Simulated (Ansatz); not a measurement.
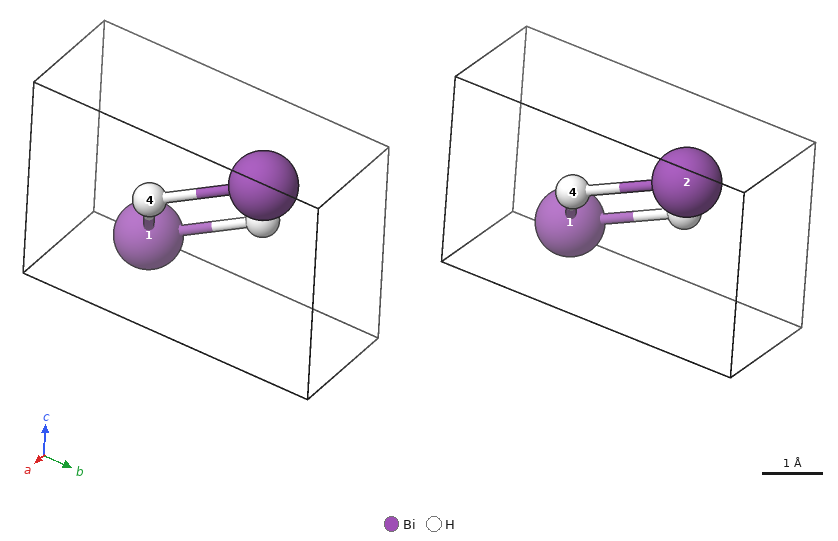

Two geometries of solid BiH (set up in C2/m), drawn at one scale. One is the start of a relaxation, the other its converged end. The picture is a ball-and-stick view of the cell of the calculation, seen slightly off an axis.

These are results of DFT PBE, scalar-relativistic, plane waves, PAW in Ansatz 0.2.0, not measurements. (plane-wave cutoff 420 eV; k-point mesh 8 × 8 × 12; occupations gaussian; smearing width 0.1 eV; no spin polarisation; cell and atoms relaxed; force threshold 0.025 eV/Å; at most 70 steps)

### Which geometry has the lower energy?

The left one is the relaxed one. Case: 2 H put on empty site 1 of 1 host cells, relaxed. The energy falls by 46.8 meV per cell of the calculation in 10 accepted moves (11 points after the start). Largest force component: 0.13 eV/Å at the start, 0.0064 eV/Å at the end. The pressure goes from 0.16 to 0.00 GPa. The SCF was repeated once at an unchanged geometry on a basis and grid sized afresh for the cell, which shifted the energy by 0.2 meV per cell of the calculation at most. The largest moves relative to the cell, 0.14 Å, are those of Bi atoms. By element the largest moves are Bi 0.14 Å, H 0.03 Å. The drawn cell changes as follows: a = b 5.429 → 5.435 Å (+0.1 %), c 3.188 → 3.301 Å (+3.5 %), α 109.2° → 112.6°, β 109.2° → 112.6°, γ 85.2° → 83.6°; the volume changes by −0.8 %. Among the contacts that change: Bi–H 2.108 → 2.094 Å. The space group stays C2/m (No. 12). The run took 2.1 min on 2 threads of Arm Neoverse V1, with other jobs on the host, peak memory 0.59 GiB.
